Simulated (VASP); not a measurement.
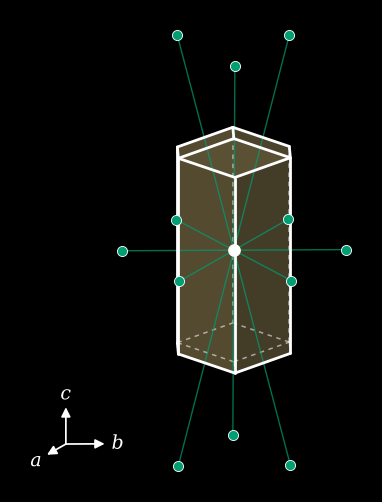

The Wigner–Seitz cell of the crystal's lattice, with lines to the lattice points that define its faces. Crystal: MoS₂, an entry of the Crystallography Open Database, as set up for an electronic-structure calculation. The drawing is computed from the coordinates (standard cell, symmetry found to 0.002 Å).

a = 3.171 Å, b = 3.171 Å, c = 18.345 Å, α = 90.00°, β = 90.00°, γ = 120.00°; space group R-3m, No. 166, hexagonal axes.

**Describe the polyhedron.**

A rhombic dodecahedron: 12 faces (12 with 4 edges), 24 edges, 14 vertices. Its volume is that of the primitive cell, 53.2 Å³.

**Which lattice vectors do the faces bisect?**

```
              example  length (Å)  faces  edges of each  area (Å²)
                a + b        3.17      6              4       10.7
2/3 a + 1/3 b + 1/3 c        6.38      6              4        3.0
```
